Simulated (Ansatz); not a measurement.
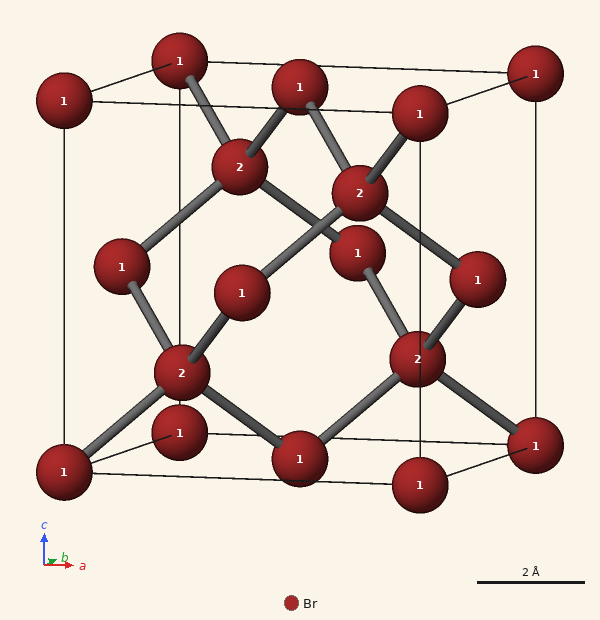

The starting point is a crystal of Br (a generated structure, set up in Fd-3m). Style: ball-and-stick. Shown: the conventional cell (4 times the calculation's cell), slightly off an axis. Lengths and directions refer to the drawn axes.

Theory: DFT, PBE, all-electron PAW with datasets made for the crystal, scalar-relativistic (Ansatz 0.2.0). Set-up: plane-wave cutoff 160 eV; k-point mesh 14 × 14 × 14; occupations fermi dirac; smearing width 0.05 eV; no spin polarisation.

Change: All lengths are scaled by −1.7 % (volume −5.0 %), the atoms keeping their fractional coordinates. No relaxation follows.

Input file:
```yaml
crystal:
  lattice:
    - [0.0, 3.4414027456, 3.4414027456]
    - [3.4414027456, 0.0, 3.4414027456]
    - [3.4414027456, 3.4414027456, 0.0]
  atoms:
    - { symbol: Br, position: [0.0, 0.0, 0.0] }
    - { symbol: Br, position: [0.25, 0.25, 0.25] }
kpoints:
  mp_grid: { grid: [14, 14, 14] }
scf:
  occupations: { method: fermi_dirac, width: 0.05 }
hamiltonian:
  xc: pbe
  pseudopotentials: { kind: all_electron, datasets: crystal }
output:
  forces: true
  stress: true
  eigenvalues: true
  efg: { contact_densities: true }
```

Launched with:
```bash
ansatz run input.yaml --threads 1 --pin off --max-ram 2048MiB --backend cpu --events-out ev --progress --plain --runs-dir out
```

**What does the calculation give for the changed structure?**

Near-neighbour distances before and after: Br–Br 3.032 → 2.980 Å. The space group stays Fd-3m (No. 227). The energy rises by 5.2 meV per atom. The pressure goes from 0.0 to 0.9 GPa. All forces vanish by symmetry.

The changed structure in the same view:

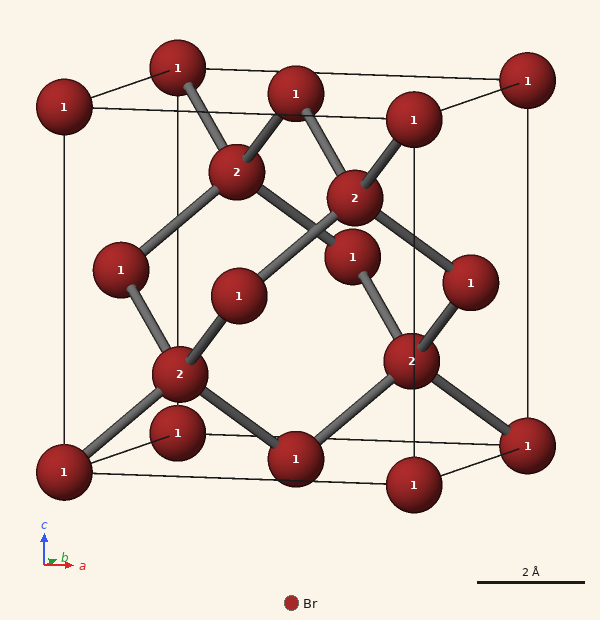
